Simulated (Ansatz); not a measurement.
Read the following structure.

```yaml
crystal:
  lattice:
    - [3.27939, 0.00000, 0.00000]
    - [-1.63970, 2.84004, 0.00000]
    - [0.00000, 0.00000, 5.29323]
  atoms:
    - { symbol: Zn, position: [0.33333, 0.66667, 0.49940] }
    - { symbol: Zn, position: [0.66667, 0.33333, 0.99940] }
    - { symbol: O, position: [0.33333, 0.66667, 0.12029] }
    - { symbol: O, position: [0.66667, 0.33333, 0.62029] }
```

Question: Give a crystallographic description of this input.

Answer: Chemical formula ZnO. Space group: P6_3mc (No. 186). Lattice: primitive hexagonal. The prototype is wurtzite. One cell contains 2 Zn, 2 O, 4 atoms in all. The polyhedra are ZnO4 tetrahedra; they share corners. Zn is linked to four O in a tetrahedral arrangement at 2.00 to 2.01 Å. O is coordinated by four Zn in a tetrahedral arrangement at 2.00 to 2.01 Å. The bonds build a three-dimensional framework.

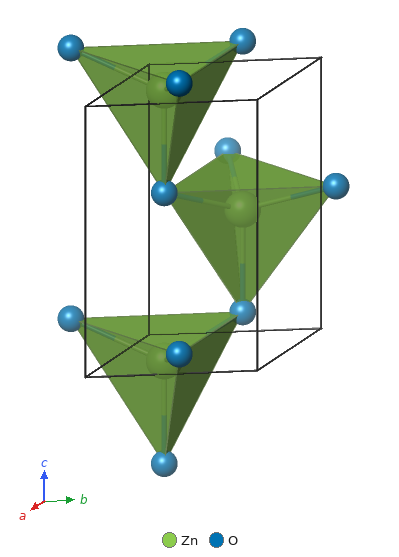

Polyhedral model, viewed slightly off an axis. The conventional unit cell is outlined; an atom on or near a face, edge or corner is repeated at each equivalent position. Some atoms of the next cells are drawn as well.

The model was built from a structure listed in the Materials Project. Earlier steps of the study, as a rule a relaxation of our own, may have changed the cell and positions, so they can lie some per cent off the listed ones. It was run through Ansatz as a DFT input.
